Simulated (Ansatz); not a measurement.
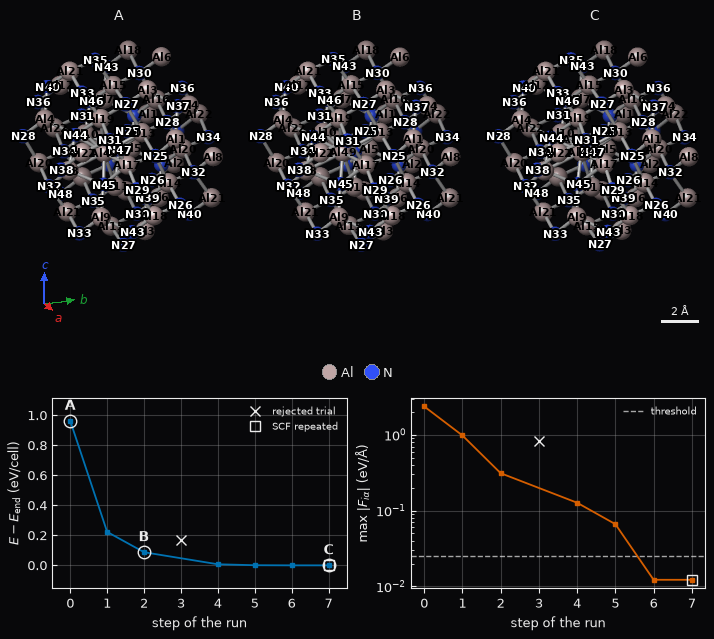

Frames of a relaxation of a defect cell of composition Al₂₅N₂₄ (cell charge +1), marked on the history of the run. The picture is a ball-and-stick view of the atoms within 5.8 Å of the atom that moves most (axes of the cell of the calculation (origin shifted)), seen slightly off an axis.

Case: Al interstitial, charge +1, atoms relaxed at the host's cell.

These are results of DFT PBE, scalar-relativistic, plane waves, PAW (Ansatz 0.2.0), not measurements. Set-up: plane-wave cutoff 420 eV; k-point mesh 2 × 2 × 2; occupations gaussian; smearing width 0.01 eV; mesh shifted by (0.5, 0.5, 0.5); no spin polarisation; atoms relaxed in a fixed cell; force threshold 0.025 eV/Å; at most 45 steps.

> What happens along the run?

The largest moves, 0.19 Å, are those of N atoms. Largest moves by element: N 0.19 Å, Al 0.10 Å. The lattice vectors keep their values. Some distances before and after: Al–N 2.088 → 2.326 Å, Al–Al 2.312 → 2.400 Å, Al–N 2.069 → 1.992 Å, Al–N 1.899 → 1.861 Å. Among the angles between lasting bonds that change: Al–N–Al 109.4° → 120.3°, Al–N–Al 111.3° → 103.9°, Al–N–Al 71.1° → 77.0°. Over 5 accepted moves (7 points after the start) the energy falls by 0.963 eV per cell of the calculation. Largest force component: 2.4 eV/Å at the start, 0.012 eV/Å at the end. The line search rejected the trial step at point 3 of the run. 1 step only repeated the SCF at the same geometry. From step 0 to 2: N atoms move most (0.12 Å), energy −0.876 eV per cell of the calculation. From step 2 to 7: Al atoms move most (0.08 Å), energy −87.5 meV per cell of the calculation.

| step | E − E(0), meV/atom | largest force component, eV/Å | note |
| --- | --- | --- | --- |
| 0 | 0.00 | 2.3652 |  |
| 1 | -15.10 | 0.9794 |  |
| 2 | -17.87 | 0.3114 |  |
| 3 | -16.24 | 0.8265 | rejected |
| 4 | -19.51 | 0.1270 |  |
| 5 | -19.64 | 0.0662 |  |
| 6 | -19.66 | 0.0122 |  |
| 7 | -19.66 | 0.0122 | same geometry, SCF repeated |

Limits of the set-up: the periodic images lie only 8.0 Å apart, so the values are limited by the cell's size; the cell is charged, on a uniform background, and energies carry no finite-size correction.
